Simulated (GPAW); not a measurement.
SrO (Fm-3m): refractive index against wavelength

The refractive index of SrO (Fm-3m) below the direct gap (3.42 eV on the mesh) is read from one computed spectrum, n = √(Re ε).

Cell: a, b, c = 3.629, 3.629, 3.629 Å (primitive vectors), 2 atoms.

Method: GPAW 26.7.0, PBE, RPA, k-mesh 12×12×12, local fields up to 50 eV, Lorentzian half width 0.15 eV.

Launch of the response step: `OMP_NUM_THREADS=1 python df.py`. The run took 51 s, its band step included, on 1 thread of Arm Neoverse V2, on a shared host.

| wavelength (nm) | photon energy E (eV) | n |
| --- | --- | --- |
| 1550 | 0.800 | 1.9002 |
| 1310 | 0.946 | 1.9035 |
| 1064 | 1.165 | 1.9095 |
| 850 | 1.459 | 1.9200 |
| 700 | 1.771 | 1.9347 |
| 633 | 1.959 | 1.9455 |
| 532 | 2.331 | ? |

In the single-oscillator model n² − 1 = E₀E_d/(E₀² − E²), so 1/(n² − 1) = E₀/E_d − E²/(E₀E_d) is linear in E².

Working, on the rows shown:

| x = E² (eV²) | y = 1/(n² − 1) |
| --- | --- |
| 0.639837 | 0.38303 |
| 0.895757 | 0.381197 |
| 1.35784 | 0.377902 |
| 2.12762 | 0.372245 |
| 3.13716 | 0.364556 |
| 3.83641 | 0.35907 |

Means: x̄ = 1.9991, ȳ = 0.373. Σ(x − x̄)(y − ȳ) = -0.06112, Σ(x − x̄)² = 8.164. Slope = -0.06112 / 8.164 = -0.007487; intercept = ȳ − slope · x̄ = 0.38797. Turned back into n, the line misses the rows shown by at most 0.00039.

Problem. Predict the last column of the withheld row from the fit.

Solution. At x = 5.4314 the line gives y = 0.3473, that is 1.9696. The run gave 1.9727, so the extrapolation is off by 0.0031, 4 % of the range in the table.

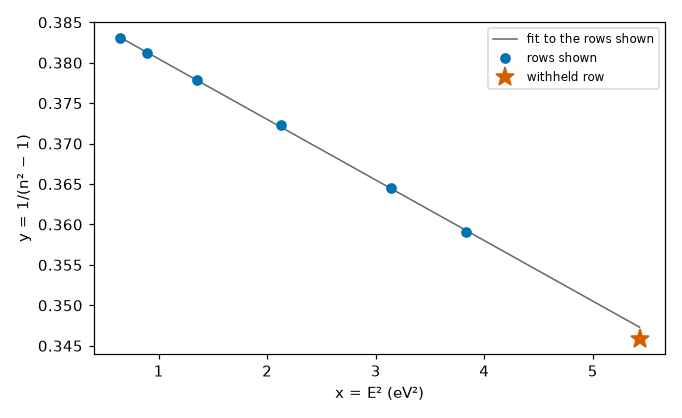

Refitted with all rows, the slope is -0.007723 and the intercept 0.38835. These give E₀ = √(intercept/−slope) = 7.09 eV and E_d = E₀/intercept = 18.3 eV; E₀ is 2.1 times the direct gap. The electronic limit at long wavelengths, without lattice vibrations, is n = √(1 + 1/intercept) = 1.891. The cell comes from an older database entry, whose edges can be off by a per cent or so. Excitons are left out; PBE gaps are as a rule too small. The values come from a sum over the points of one k-mesh and carry its error, which grows as the direct gap shrinks. This version of GPAW has incomplete matrix elements in the optical limit, which can lower ε − 1 by up to a tenth where first-row anions or d states rule. The local-field cutoff holds few shells of reciprocal vectors for this small cell, so ε∞ can read a few per cent high. Spin-orbit coupling is left out.
